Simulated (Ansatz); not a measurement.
# Titanium, hcp under BLYP: ground state and equation of state

The plan for titanium in the hcp structure: relax it, solve it on a dense k-mesh, switch on spin-orbit coupling, then scale the cell to 7 volumes from 88 to 112 % of the relaxed one and try a fit of the equation of state. The k-meshes are 12×12×7 for the relaxation; 20×20×11 for the dense run; 12×12×7 for spin-orbit coupling; 20×20×11 for the volumes. The starting cell is the deposited one, from the Crystallography Open Database.

Method: DFT BLYP, plane waves (420 eV) with PAW, scalar-relativistic; the PAW data stem from PBE, with regenerated cores, in Ansatz 0.2.0.

### 1 The system as given

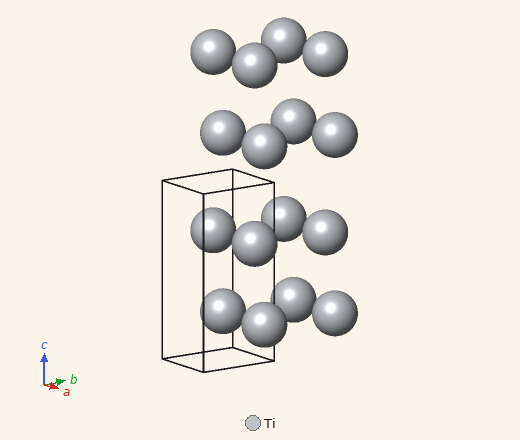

The structure, seen slightly off an axis (titanium light grey). 2×2×2 cells are drawn. Any atoms on the faces are drawn again on the opposite ones.

As a file:

```cif
data_structure
_symmetry_space_group_name_H-M 'P 1'
_symmetry_Int_Tables_number 1
_cell_length_a 2.9500
_cell_length_b 2.9500
_cell_length_c 4.6860
_cell_angle_alpha 90.000
_cell_angle_beta 90.000
_cell_angle_gamma 120.000
_cell_volume 35.32
loop_
_atom_site_label
_atom_site_type_symbol
_atom_site_fract_x
_atom_site_fract_y
_atom_site_fract_z
_atom_site_occupancy
Ti1 Ti 0.33333 0.66667 0.25000 1
Ti2 Ti 0.66667 0.33333 0.75000 1
```

### 2 Relaxation of the cell

Contents of input.yaml:

```yaml
crystal:
  lattice:
    - [2.9499978604, 0.0, 0.0]
    - [-1.4749989302, 2.5547730882, 0.0]
    - [0.0, 0.0, 4.686]
  atoms:
    - { symbol: Ti, position: [0.3333333333, 0.6666666667, 0.25] }
    - { symbol: Ti, position: [0.6666666667, 0.3333333333, 0.75] }
hamiltonian:
  xc: blyp
  pseudopotentials:
    kind: paw
    azcp:
      Ti: "pseudopotentials/Ti.paw.azcp"
basis:
  ecutwfc: 420
  fft_grid_basis: typed
kpoints:
  mp_grid: { grid: [12, 12, 7], shift: [0, 0, 0] }
magnetization:
  spin_polarized: false
scf:
  occupations: { method: fermi_dirac, width: 0.1 }
relax:
  max_steps: 60
  f_tol: 0.01
  cell: {}
```

The log of the run:

```text
Engine: ansatz 0.2.0, x86_64-unknown-linux-gnu
Pseudopotentials: kind: paw
Pseudopotential: Ti, paw, valence charge 12, recommended cutoff 420 eV (normal), <dir>
Functional definition: BLYP
  parameter beta = 0.0042
  parameter a = 0.04918
  parameter b = 0.132
  parameter c = 0.2533
  parameter d = 0.349
  exchange = b88_x(beta = beta)
  correlation = lyp_c(a = a, b = b, c = c, d = d)
Crystal: 2 atoms, lattice volume = 35.316 Å³
Basis set: ecut = 420 eV, 687 PW (Γ), exchange–correlation on 40×40×64 points (8 copies of the dense FFT grid, shifted against one another)
Bands: 16, of which v1, the nominal top of the filled ones, is band 12 counted from 1 (11 counted from 0)
Symmetry: 24 space group operations
Space group: P63/mmc (ITA 194), of the structure as read, at distance tolerance 3.3e-5 Å
k-points: 76 of 1008
Non-local potential: Ti, projectors of the file, l = 0: 3, l = 1: 2, l = 2: 3, l = 3: 1
PAW form: soft (Blöchl's): semilocal exchange-correlation on the pseudo side does not see the compensation charge
PAW frozen core: Ti, regenerated for the run's functional, and the local potential with it (the file was generated under x = pbe(κ = 0.804, μ = 0.2195149727645171), c = pbe(β = 0.06672455060314922))
PAW one-centre angular grid: Ti, 590 points (default); XC on 64 Gauss nodes
Initial density: superposition of atomic densities (neutral atoms: chi_scale 0, normalization atom), corrected by the library's trained network
Initial wavefunctions: pseudopotential atomic-orbital guess
Functional: x = b88, c = lyp
SCF iter   1: F=—  HF=-5011.841832 eV  |F-HF|=—  |Δ(HF+E_count)|=         —  Δρ=1.27e-2  dr2=5.90e-2  ethr=1.77e-3  ⟨swp⟩=4.5  Hψ=11397  notcnv=0
automatic band count: the SCF goes on with 20 bands, as 16 were too few: the levels above may hold too much charge
preconditioner: auto → none  [metal: Δε(μ)=0.016 eV  Ē_g=3.901 eV  σ=0.100 eV  W_gap=0.04  n_scr=8 (ndim 8)  ℏωp=17.7 eV  f_vac=0.000  D(μ)=2.44/eV (n_scr^D=22)  sad-step TF]
SCF iter   2: F=—  HF=-5011.830479 eV  |F-HF|=—  |Δ(HF+E_count)|=   1.14e-2  Δρ=7.05e-3  dr2=1.95e-2  ethr=2.46e-4  ⟨swp⟩=2.0  Hψ=2561  notcnv=0  defer=9
SCF iter   3: F=—  HF=-5011.826518 eV  |F-HF|=—  |Δ(HF+E_count)|=   3.96e-3  Δρ=6.66e-4  dr2=1.53e-4  ethr=8.13e-5  ⟨swp⟩=2.5  Hψ=2618  notcnv=0  defer=9
SCF iter   4: F=—  HF=-5011.826578 eV  |F-HF|=—  |Δ(HF+E_count)|=   6.08e-5  Δρ=9.60e-5  dr2=1.37e-6  ethr=6.37e-7  ⟨swp⟩=2.4  Hψ=2220  notcnv=0  defer=9
SCF iter   5: F=—  HF=-5011.826615 eV  |F-HF|=—  |Δ(HF+E_count)|=   3.64e-5  Δρ=2.57e-5  dr2=1.08e-7  ethr=5.69e-9  ⟨swp⟩=3.0  Hψ=2763  notcnv=0  defer=9
SCF iter   6: F=-5011.826615 eV  HF=-5011.826615 eV  |F-HF|=4.06e-9  |Δ(HF+E_count)|=   1.82e-7  Δρ=4.84e-6  dr2=7.20e-9  ethr=4.17e-10  ⟨swp⟩=4.0  Hψ=4026  notcnv=0
SCF 1 converged in 6 iterations: F = -5011.826615 eV  dr2 = 7.20e-9
relax step   1: F+E_penalty+E_count = -5011.82661500 eV  Δ(F+E_penalty+E_count) = +0.000e0 eV  max|allowed force component| = 1.480e-16 eV/Å  Δτ_max = 0.0000 Å  P = +0.942 GPa  Ω = 35.316 Å³  (6 SCF iters, dr2 threshold 1.00e-7 eV, accepted)
Crystal: 2 atoms, lattice volume = 36.018 Å³
Bands: 20, of which v1, the nominal top of the filled ones, is band 12 counted from 1 (11 counted from 0)
Initial density: handed on by an earlier stage of this run
Initial wavefunctions: those handed on with the density
iter 1 solved again at ethr=5.19e-7 eV; its pass at ethr=3.10e-3 eV (dr2=1.24e-4 eV) is discarded
SCF iter   1: F=—  HF=-5011.826134 eV  |F-HF|=—  |Δ(HF+E_count)|=         —  Δρ=6.84e-4  dr2=1.65e-4  ethr=5.19e-7  ⟨swp⟩=2.0  Hψ=7888  notcnv=0
preconditioner: auto → none  [metal: Δε(μ)=0.007 eV  Ē_g=3.895 eV  σ=0.100 eV  W_gap=0.02  n_scr=8 (ndim 8)  ℏωp=17.5 eV  f_vac=0.000  D(μ)=2.41/eV (n_scr^D=22)]
SCF iter   2: F=—  HF=-5011.826158 eV  |F-HF|=—  |Δ(HF+E_count)|=   2.39e-5  Δρ=2.61e-4  dr2=1.51e-5  ethr=5.19e-7  ⟨swp⟩=2.3  Hψ=2016  notcnv=0
SCF iter   3: F=—  HF=-5011.826166 eV  |F-HF|=—  |Δ(HF+E_count)|=   8.19e-6  Δρ=5.95e-5  dr2=5.82e-7  ethr=6.29e-8  ⟨swp⟩=2.0  Hψ=1804  notcnv=0
iter 4 did not close the SCF: its close was put off for the readings that it lacked (scf_convergence_deferred on its scf_iter line)
SCF iter   4: F=-5011.826167 eV  HF=-5011.826167 eV  |F-HF|=7.06e-9  |Δ(HF+E_count)|=   8.96e-7  Δρ=6.75e-6  dr2=8.02e-9  ethr=2.42e-9  ⟨swp⟩=2.0  Hψ=1870  notcnv=0
iter 5 did not close the SCF: its close was put off for the readings that it lacked (scf_convergence_deferred on its scf_iter line)
SCF iter   5: F=-5011.826167 eV  HF=-5011.826167 eV  |F-HF|=7.46e-11  |Δ(HF+E_count)|=   9.59e-9  Δρ=1.12e-6  dr2=3.03e-10  ethr=3.34e-11  ⟨swp⟩=2.0  Hψ=1864  notcnv=0
SCF iter   6: F=-5011.826167 eV  HF=-5011.826167 eV  |F-HF|=1.09e-11  |Δ(HF+E_count)|=  1.94e-10  Δρ=3.36e-7  dr2=2.28e-11  ethr=1.26e-12  ⟨swp⟩=1.0  Hψ=4586  notcnv=0
SCF 2 converged in 6 iterations: F = -5011.826167 eV  dr2 = 2.28e-11
relax step   2: F+E_penalty+E_count = -5011.82616673 eV  Δ(F+E_penalty+E_count) = +4.483e-4 eV  max|allowed force component| = 9.252e-17 eV/Å  Δτ_max = 0.0000 Å  P = -1.109 GPa  Ω = 36.018 Å³  energy of the carried Pulay correction = -9.864e-5 eV  (6 SCF iters, dr2 threshold 2.00e-7 eV, rejected (line search))
Crystal: 2 atoms, lattice volume = 35.639 Å³
iter 1 solved again at ethr=1.17e-7 eV; its pass at ethr=3.10e-3 eV (dr2=2.81e-5 eV) is discarded
SCF iter   1: F=—  HF=-5011.827531 eV  |F-HF|=—  |Δ(HF+E_count)|=         —  Δρ=3.62e-4  dr2=4.68e-5  ethr=1.17e-7  ⟨swp⟩=2.0  Hψ=7613  notcnv=0
preconditioner: auto → none  [metal: Δε(μ)=0.008 eV  Ē_g=3.943 eV  σ=0.100 eV  W_gap=0.02  n_scr=8 (ndim 8)  ℏωp=17.6 eV  f_vac=0.000  D(μ)=2.38/eV (n_scr^D=22)]
SCF iter   2: F=—  HF=-5011.827563 eV  |F-HF|=—  |Δ(HF+E_count)|=   3.20e-5  Δρ=1.35e-4  dr2=4.23e-6  ethr=1.17e-7  ⟨swp⟩=2.9  Hψ=2672  notcnv=0
SCF iter   3: F=—  HF=-5011.827565 eV  |F-HF|=—  |Δ(HF+E_count)|=   1.92e-6  Δρ=3.04e-5  dr2=1.64e-7  ethr=1.76e-8  ⟨swp⟩=2.0  Hψ=1819  notcnv=0
SCF iter   4: F=—  HF=-5011.827565 eV  |F-HF|=—  |Δ(HF+E_count)|=   1.93e-7  Δρ=3.53e-6  dr2=2.19e-9  ethr=6.82e-10  ⟨swp⟩=2.0  Hψ=1835  notcnv=0
SCF iter   5: F=—  HF=-5011.827565 eV  |F-HF|=—  |Δ(HF+E_count)|=   2.74e-9  Δρ=5.83e-7  dr2=8.29e-11  ethr=9.14e-12  ⟨swp⟩=2.0  Hψ=1866  notcnv=0
SCF iter   6: F=-5011.827565 eV  HF=-5011.827565 eV  |F-HF|=9.09e-13  |Δ(HF+E_count)|=  4.46e-11  Δρ=1.79e-7  dr2=6.55e-12  ethr=1.00e-12  ⟨swp⟩=5.2  Hψ=5082  notcnv=0
SCF 3 converged in 6 iterations: F = -5011.827565 eV  dr2 = 6.55e-12
relax step   3: F+E_penalty+E_count = -5011.82756485 eV  Δ(F+E_penalty+E_count) = -9.498e-4 eV  max|allowed force component| = 1.480e-16 eV/Å  Δτ_max = 0.0000 Å  P = -0.024 GPa  Ω = 35.639 Å³  energy of the carried Pulay correction = -4.572e-5 eV  (6 SCF iters, accepted)
Crystal: 2 atoms, lattice volume = 35.634 Å³
iter 1 solved again at ethr=1.48e-10 eV; its pass at ethr=3.10e-3 eV (dr2=3.55e-8 eV) is discarded
SCF iter   1: F=—  HF=-5011.827533 eV  |F-HF|=—  |Δ(HF+E_count)|=         —  Δρ=1.63e-5  dr2=5.66e-8  ethr=1.48e-10  ⟨swp⟩=3.1  Hψ=7685  notcnv=0
preconditioner: auto → none  [metal: Δε(μ)=0.007 eV  Ē_g=3.942 eV  σ=0.100 eV  W_gap=0.02  n_scr=8 (ndim 8)  ℏωp=17.6 eV  f_vac=0.000  D(μ)=2.38/eV (n_scr^D=22)]
iter 2 did not close the SCF: its close was put off for the readings that it lacked (scf_convergence_deferred on its scf_iter line)
SCF iter   2: F=-5011.827569 eV  HF=-5011.827569 eV  |F-HF|=2.29e-9  |Δ(HF+E_count)|=   3.63e-5  Δρ=7.73e-6  dr2=7.96e-9  ethr=1.48e-10  ⟨swp⟩=2.3  Hψ=1994  notcnv=0
iter 3 did not close the SCF: its close was put off for the readings that it lacked (scf_convergence_deferred on its scf_iter line)
SCF iter   3: F=-5011.827569 eV  HF=-5011.827569 eV  |F-HF|=1.76e-10  |Δ(HF+E_count)|=   3.07e-9  Δρ=1.25e-6  dr2=1.40e-10  ethr=3.32e-11  ⟨swp⟩=2.1  Hψ=1800  notcnv=0
iter 4 did not close the SCF: its close was put off for the readings that it lacked (scf_convergence_deferred on its scf_iter line)
SCF iter   4: F=-5011.827569 eV  HF=-5011.827569 eV  |F-HF|=4.55e-12  |Δ(HF+E_count)|=  2.02e-10  Δρ=1.57e-7  dr2=3.53e-12  ethr=1.00e-12  ⟨swp⟩=2.0  Hψ=1809  notcnv=0
iter 5 did not close the SCF: its close was put off for the readings that it lacked (scf_convergence_deferred on its scf_iter line)
SCF iter   5: F=-5011.827569 eV  HF=-5011.827569 eV  |F-HF|=0.00e0  |Δ(HF+E_count)|=  6.37e-12  Δρ=1.98e-8  dr2=1.03e-13  ethr=1.00e-12  ⟨swp⟩=1.0  Hψ=1520  notcnv=0
SCF iter   6: F=-5011.827569 eV  HF=-5011.827569 eV  |F-HF|=0.00e0  |Δ(HF+E_count)|=  1.82e-12  Δρ=3.12e-9  dr2=1.36e-15  ethr=1.00e-12  ⟨swp⟩=1.0  Hψ=3344  notcnv=0
SCF 4 converged in 6 iterations: F = -5011.827569 eV  dr2 = 1.36e-15
relax step   4: F+E_penalty+E_count = -5011.82756916 eV  Δ(F+E_penalty+E_count) = -4.313e-6 eV  max|allowed force component| = 1.573e-16 eV/Å  Δτ_max = 0.0000 Å  P = -0.008 GPa  Ω = 35.634 Å³  energy of the carried Pulay correction = -4.499e-5 eV  (6 SCF iters, dr2 threshold 1.31e-8 eV, accepted)
Initial wavefunctions: pseudopotential atomic-orbital guess (no wavefunctions were taken with the density)
iter 1 solved again at ethr=2.61e-9 eV; its pass at ethr=3.10e-3 eV (dr2=6.25e-7 eV) is discarded
SCF iter   1: F=—  HF=-5011.827352 eV  |F-HF|=—  |Δ(HF+E_count)|=         —  Δρ=1.94e-4  dr2=2.77e-7  ethr=2.61e-9  ⟨swp⟩=2.8  Hψ=10002  notcnv=0
SCF iter   2: F=—  HF=-5011.827558 eV  |F-HF|=—  |Δ(HF+E_count)|=   2.06e-4  Δρ=9.68e-5  dr2=7.01e-8  ethr=1.15e-9  ⟨swp⟩=1.0  Hψ=1520  notcnv=0
SCF iter   3: F=—  HF=-5011.827614 eV  |F-HF|=—  |Δ(HF+E_count)|=   5.67e-5  Δρ=1.60e-6  dr2=6.81e-10  ethr=2.92e-10  ⟨swp⟩=1.0  Hψ=1520  notcnv=0
iter 4 did not close the SCF: its close was put off for the readings that it lacked (scf_convergence_deferred on its scf_iter line)
SCF iter   4: F=-5011.827614 eV  HF=-5011.827614 eV  |F-HF|=3.91e-11  |Δ(HF+E_count)|=   1.48e-9  Δρ=1.92e-7  dr2=6.99e-12  ethr=2.84e-12  ⟨swp⟩=3.0  Hψ=2811  notcnv=0
iter 5 did not close the SCF: its close was put off for the readings that it lacked (scf_convergence_deferred on its scf_iter line)
SCF iter   5: F=-5011.827614 eV  HF=-5011.827614 eV  |F-HF|=0.00e0  |Δ(HF+E_count)|=  4.37e-11  Δρ=2.88e-8  dr2=9.26e-14  ethr=1.00e-12  ⟨swp⟩=1.0  Hψ=1520  notcnv=0
iter 6 did not close the SCF: its close was put off for the readings that it lacked (scf_convergence_deferred on its scf_iter line)
SCF iter   6: F=-5011.827614 eV  HF=-5011.827614 eV  |F-HF|=1.82e-12  |Δ(HF+E_count)|=  1.82e-12  Δρ=3.90e-9  dr2=3.59e-15  ethr=1.00e-12  ⟨swp⟩=1.0  Hψ=1520  notcnv=0
iter 7 did not close the SCF: its close was put off for the readings that it lacked (scf_convergence_deferred on its scf_iter line)
SCF iter   7: F=-5011.827614 eV  HF=-5011.827614 eV  |F-HF|=9.09e-13  |Δ(HF+E_count)|=  9.09e-13  Δρ=1.03e-9  dr2=2.87e-16  ethr=1.00e-12  ⟨swp⟩=1.0  Hψ=1520  notcnv=0
SCF iter   8: F=-5011.827614 eV  HF=-5011.827614 eV  |F-HF|=1.82e-12  |Δ(HF+E_count)|=  9.09e-13  Δρ=9.78e-11  dr2=1.21e-18  ethr=1.00e-12  ⟨swp⟩=1.2  Hψ=3364  notcnv=0
SCF 5 converged in 8 iterations: F = -5011.827614 eV  dr2 = 1.21e-18
relax step   5: F+E_penalty+E_count = -5011.82761428 eV  Δ(F+E_penalty+E_count) = -4.512e-5 eV  max|allowed force component| = 1.018e-16 eV/Å  Δτ_max = 0.0000 Å  P = -0.005 GPa  Ω = 35.634 Å³  stress off target by 3.03e-2 GPa  SCF on the basis re-selected at this cell (its energy is not comparable with the rows above)  (8 SCF iters)
basis re-selected at this cell: Δ(F+E_penalty+E_count) = -4.512e-5 eV, ΔP = +0.003 GPa vs the last step (what re-selecting the basis moved, of the pressure what is left beyond the Pulay correction that the steps carried, after the strain that the cell walked since its last selection, with what the two solves' SCF thresholds leave and, on support functions, any second-order correction that the steps lacked; it is no measure of the basis error at this ecutwfc). This SCF's stress stands 3.03e-2 GPa from its target on what of the cell is left free (relax.cell.stress_tol is 5.00e-2 GPa) and its largest allowed force component is 1.02e-16 eV/Å (relax.f_tol is 1.00e-2 eV/Å): within both
SCF converged after 8 iterations
Free energy (F): -5011.827614 eV
Harris-Foulkes:  -5011.827614 eV  (|F-HF|=1.82e-12)
Internal energy: -5011.745586 eV  (E = F + TS)
E sigma→0 (E₀):  -5011.786600 eV
Entropy (-TS):   -0.082028 eV (-41.014 meV/atom)
Fermi energy:    13.403616 eV
--- Per-component energies (eV) ---
  E_band       = -313.225557
  E_kinetic    = 544.673457
  E_local      = -1660.496497  (includes V_loc(G=0)·N_el)
  E_nonlocal   = 16.921732
  E_hartree    = 682.505547
  E_xc         = -190.698984
  E_vxc        = -238.522651  (∫ρ·V_xc dr)
  E_paw        = -2112.075957  (= ΣΔE_a)
  E_vpaw       = -340.812910  (= ΣTr[D̂ρ^β])
  E_aug_tail   = 0.000219  (compensation charges beyond the density's cutoff)
  E_ewald      = -2292.608972
  E_core_change = 0.033868  (= ΣΔE_core)
  E_smearing   = -0.082028  (= −TS)
  E_closure    = 0.000000  (closes the sum)
  Σ components = -5011.827614   (vs F -5011.827614, Δ=0.00e0)
--- Forces (eV/Å), atoms counted from 1 ---
  atom   1  Ti     0.00000000    -0.00000000     0.00000000
  atom   2  Ti     0.00000000     0.00000000     0.00000000
  max |Σ_I F_I| component: 7.40e-17 eV/Å
--- Stress (GPa, compression-positive) ---
        0.008341       0.000000       0.000000
        0.000000       0.008341       0.000000
        0.000000       0.000000      -0.030281
  P = ⅓ Tr σ = -0.0045 GPa (-0.045 kbar)
--- Relaxed structure (4 steps of the walk, 3 accepted, 1 SCFs on fresh bases) ---
  F+E_penalty+E_count = -5011.82761428 eV   max|allowed force component| = 1.018e-16 eV/Å   (the final SCF, on the basis selected at the relaxed cell)
  cell:  # Å, volume = 35.6340 Å³
    - [2.961927809247477, 0.0, 0.0]
    - [-1.4809639046237384, 2.5651047269839036, 0.0]
    - [0.0, 0.0, 4.690134110075081]
  atoms:
    - { symbol: Ti, position: [0.33333333333333326, 0.6666666666666665, 0.24999999999999997] }
    - { symbol: Ti, position: [0.6666666666666666, 0.33333333333333326, 0.7499999999999999] }
```

It took 19 s on 1 thread of an x86-64 CPU, shared host; peak memory 0.56 GiB.

Step by step:

```tsv
step	energy change (meV/atom)	largest force (eV/Å)	pressure (GPa)	volume (Å³/atom)	accepted
1	0.00	0.0000	0.94	17.658	yes
2	0.22	0.0000	-1.11	18.009	no
3	-0.47	0.0000	-0.02	17.820	yes
4	-0.48	0.0000	-0.01	17.817	yes
5	-0.50	0.0000	0.00	17.817	yes
```

Steps that repeat a cell are solved on a basis chosen anew, so their changes of energy are no gain of the relaxation.

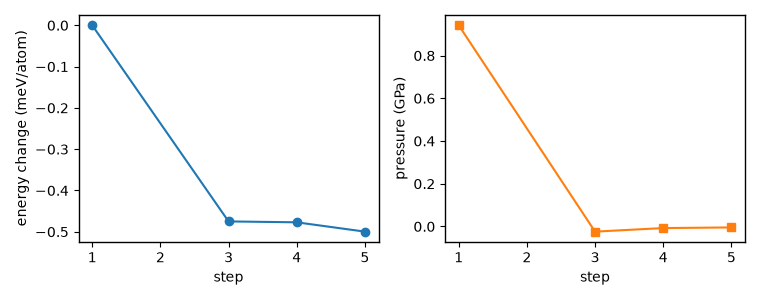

Energy and pressure over the accepted steps.

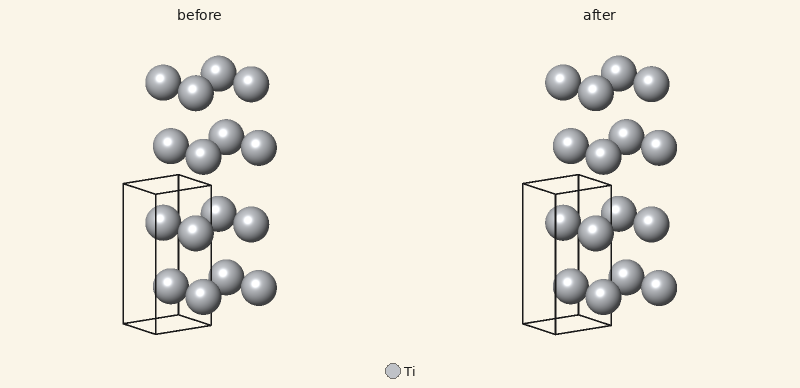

Start and end of the relaxation side by side. The cells drawn are those of the first picture.

The cell of the run, before and after:

|  | before | after | change |
| --- | --- | --- | --- |
| a (Å) | 2.950 | 2.962 | +0.4 % |
| b (Å) | 2.950 | 2.962 | +0.4 % |
| c (Å) | 4.686 | 4.690 | +0.1 % |
| volume (Å³/atom) | 17.658 | 17.817 | +0.9 % |
| shortest distance (Å) | 2.897 | 2.902 | +0.2 % |
| space group (spins left aside) | P6_3/mmc | P6_3/mmc | same |

### 3 Dense single point

Contents of input.yaml:

```yaml
crystal:
  lattice:
    - [2.9619278092, 0.0, 0.0]
    - [-1.4809639046, 2.565104727, 0.0]
    - [0.0, 0.0, 4.6901341101]
  atoms:
    - { symbol: Ti, position: [0.3333333333, 0.6666666667, 0.25] }
    - { symbol: Ti, position: [0.6666666667, 0.3333333333, 0.75] }
hamiltonian:
  xc: blyp
  pseudopotentials:
    kind: paw
    azcp:
      Ti: "pseudopotentials/Ti.paw.azcp"
basis:
  ecutwfc: 420
  fft_grid_basis: typed
kpoints:
  mp_grid: { grid: [20, 20, 11], shift: [0, 0, 0] }
magnetization:
  spin_polarized: false
scf:
  occupations: { method: fermi_dirac, width: 0.1 }
```

The log of the run, shortened:

```text
[...]
Pseudopotentials: kind: paw
Pseudopotential: Ti, paw, valence charge 12, recommended cutoff 420 eV (normal), <dir>
Functional definition: BLYP
[...]
Crystal: 2 atoms, lattice volume = 35.634 Å³
Basis set: ecut = 420 eV, 687 PW (Γ), exchange–correlation on 40×40×64 points (8 copies of the dense FFT grid, shifted against one another)
Bands: 16, of which v1, the nominal top of the filled ones, is band 12 counted from 1 (11 counted from 0)
Symmetry: 24 space group operations
Space group: P63/mmc (ITA 194), of the structure as read, at distance tolerance 3.3e-5 Å
k-points: 264 of 4400
[...]
SCF iter   1: F=—  HF=-5011.842988 eV  |F-HF|=—  |Δ(HF+E_count)|=         —  Δρ=1.26e-2  dr2=5.98e-2  ethr=1.77e-3  ⟨swp⟩=4.5  Hψ=39397  notcnv=0
[...]
SCF iter   6: F=-5011.827799 eV  HF=-5011.827799 eV  |F-HF|=3.52e-9  |Δ(HF+E_count)|=   1.88e-7  Δρ=4.66e-6  dr2=6.62e-9  ethr=4.17e-10  ⟨swp⟩=2.0  Hψ=9552  notcnv=0
[...]
SCF converged after 6 iterations
Free energy (F): -5011.827799 eV
[...]
E sigma→0 (E₀):  -5011.787031 eV
Entropy (-TS):   -0.081536 eV (-40.768 meV/atom)
Fermi energy:    13.404613 eV
[...]
```

Run time: 14 s. Hardware: 1 thread of an x86-64 CPU, shared host; peak memory 0.62 GiB.

### 4 With spin-orbit coupling

Edit input.yaml of step 3 so:

```diff
@@ -11,3 +11,3 @@
   pseudopotentials:
-    kind: paw
+    kind: paw_fr
     azcp:
@@ -18,5 +18,6 @@
 kpoints:
-  mp_grid: { grid: [20, 20, 11], shift: [0, 0, 0] }
+  mp_grid: { grid: [12, 12, 7], shift: [0, 0, 0] }
 magnetization:
-  spin_polarized: false
+  noncollinear: true
+  spin_orbit: true
 scf:
```

The log of the run, shortened:

```text
[...]
Pseudopotentials: kind: paw_fr
Pseudopotential: Ti, paw_fr, valence charge 12, recommended cutoff 420 eV (normal), <dir>
Functional definition: BLYP
[...]
non-collinear run that drives no moment, with spin-orbit: no starting moment large enough to seed its density (crystal.atoms[].spin), no starting occupations that ask for one, no magnetisation constraint and no magnetic field, so the semilocal B_xc is pinned to zero
Crystal: 2 atoms, lattice volume = 35.634 Å³
Basis set: ecut = 420 eV, 687 PW (Γ), exchange–correlation on 40×40×64 points (8 copies of the dense FFT grid, shifted against one another)
Bands: 32, of which v1, the nominal top of the filled ones, is band 24 counted from 1 (23 counted from 0)
Symmetry: 24 space group operations + 24 with time reversal
Magnetic group: BNS 194.264 (UNI 1494), of the structure as read, at distance tolerance 3.3e-5 Å
k-points: 76 of 1008
Projection manifold: j_resolved (fully-relativistic pseudo-atomic orbitals)
[...]
SCF iter   1: F=—  HF=-5012.158259 eV  |F-HF|=—  |Δ(HF+E_count)|=         —  Δρ=4.29e-2  dr2=6.85e-1  dr2_m=0.00e0 (ungated)  ethr=3.10e-3  |M|=0.00e0 ∫|m|=0.00e0 μB  |m|>n=0.0e0 m-floor=0.0e0 τ_xc=0.0e0  β_m=0.30  ⟨swp⟩=4.8  Hψ=5800  notcnv=0
[...]
SCF iter   7: F=-5011.970324 eV  HF=-5011.970324 eV  |F-HF|=5.63e-9  |Δ(HF+E_count)|=   3.30e-7  Δρ=8.43e-6  dr2=2.43e-8  dr2_m=0.00e0 (ungated)  ethr=4.17e-10  |M|=0.00e0 ∫|m|=0.00e0 μB  |m|>n=0.0e0 m-floor=0.0e0 τ_xc=0.0e0  ⟨swp⟩=1.0  Hψ=4065  notcnv=0
[...]
SCF converged after 7 iterations
Magnetization: |M| = 0.0000 μB,  M = (+0.0000, +0.0000, +0.0000) μB
Absolute magnetization: 0.0000 μB (∫|m|)
  site 0: m = (+0.0000, +0.0000, +0.0000) μB, |m| = 0.0000 μB  (R = 1.20 Å)
  site 1: m = (+0.0000, +0.0000, +0.0000) μB, |m| = 0.0000 μB  (R = 1.20 Å)
Free energy (F): -5011.970324 eV
[...]
E sigma→0 (E₀):  -5011.929299 eV
Entropy (-TS):   -0.082050 eV (-41.025 meV/atom)
Fermi energy:    13.403647 eV
[...]
```

Run time: 16 s. Hardware: 1 thread of an x86-64 CPU, shared host; peak memory 0.58 GiB.

Side by side:

```tsv
	scalar-relativistic	with spin-orbit coupling
k-mesh	20×20×11	12×12×7
gap on the mesh	none (levels filled in part)	none (levels filled in part)
```

The meshes differ, so small differences between the columns need not come from spin-orbit coupling.

[end of part 1 of 2]
